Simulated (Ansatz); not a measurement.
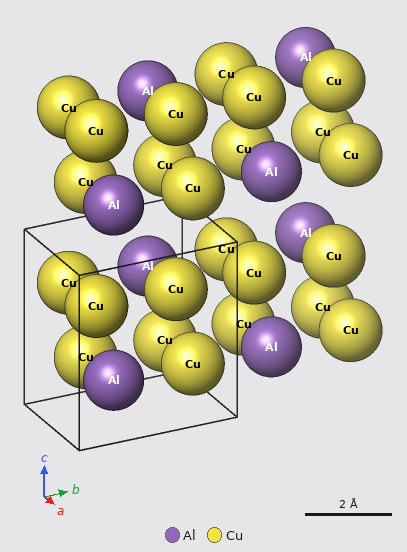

The starting point is a crystal of AlCu₃ (set up in P6_3/mmc). A spheres-only model of the cell of the calculation, repeated 1 × 2 × 2 with one cell outlined, seen slightly off an axis.

Computed with DFT r2SCAN, scalar-relativistic, plane waves, PAW in Ansatz 0.2.0. Settings: plane-wave cutoff 500 eV; k-point mesh 12 × 12 × 8; occupations gaussian; smearing width 0.1 eV; no spin polarisation.

Now this is done to it. The crystal is put under a hydrostatic pressure of 12 GPa. Cell and atoms are relaxed at that pressure.

> What does the calculation give for the changed structure?

Energy change: +27.6 meV per atom. The pressure goes from 0.0 to 12.0 GPa. Cell: a = b 5.155 → 5.040 Å (−2.2 %), c 4.189 → 4.096 Å (−2.2 %). Volume −6.5 %. The atoms keep their places relative to the cell (all moves are under 0.005 Å). Some distances before and after: Cu–Cu 2.596 → 2.537 Å, Al–Cu 2.577 → 2.518 Å, Cu–Cu 2.562 → 2.504 to 2.507 Å. The space group stays P6_3/mmc (No. 194).

The changed structure in the same view:

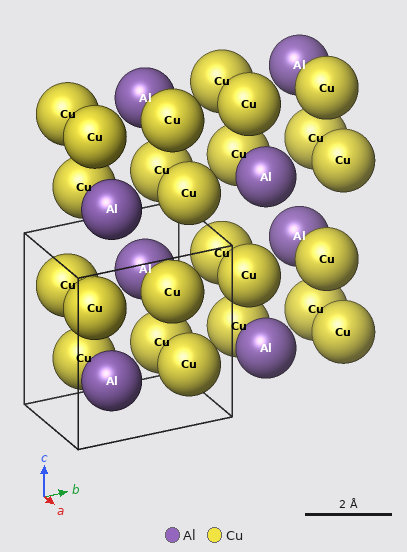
